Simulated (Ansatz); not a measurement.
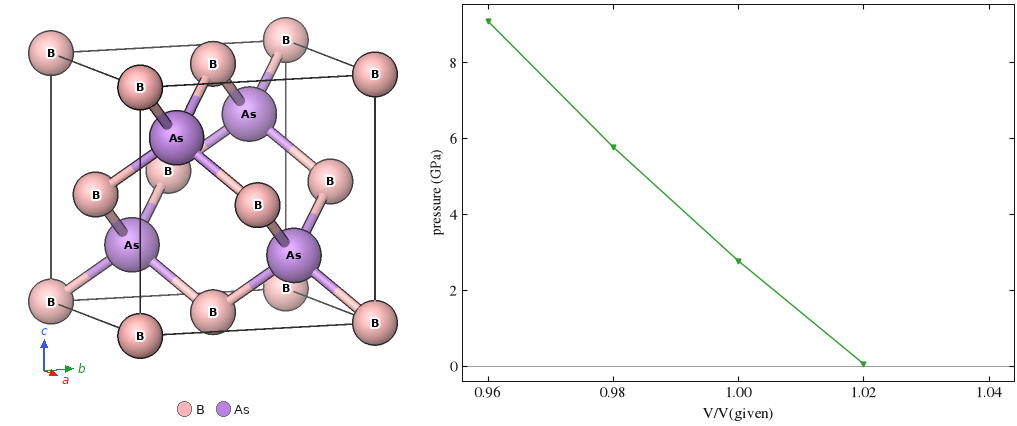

The figure shows the pressure against V/V(given) for BAs, space group F-43m (No. 216). The conventional cell is drawn beside the plot.

Cell as given: a = 3.378 Å, b = 3.378 Å, c = 3.378 Å, α = 60.00°, β = 60.00°, γ = 60.00°; 2 atoms.

Method: periodic Kohn-Sham DFT of a crystal at fixed atoms, scaled to the stated factor times the given cell; pressure positive in compression (Ansatz 0.2.0). Level: PBE.

```json
{"setting": "method", "value": "frozen-core PAW"}
{"setting": "relativity", "value": "scalar"}
{"setting": "k mesh", "value": "13×13×13"}
{"setting": "occupations", "value": "Fermi–Dirac"}
{"setting": "smearing width", "value": "0.05 eV"}
{"setting": "wave cutoff", "value": "420 eV"}
{"setting": "PAW set", "value": "soft_2"}
```

V(given) is 13.63 Å³/atom.

The point at V/V(given) 1.04 is left out of the plot. What does the calculation give there?

```
V/V(given)  pressure (GPa)
      1.04            -2.4
```
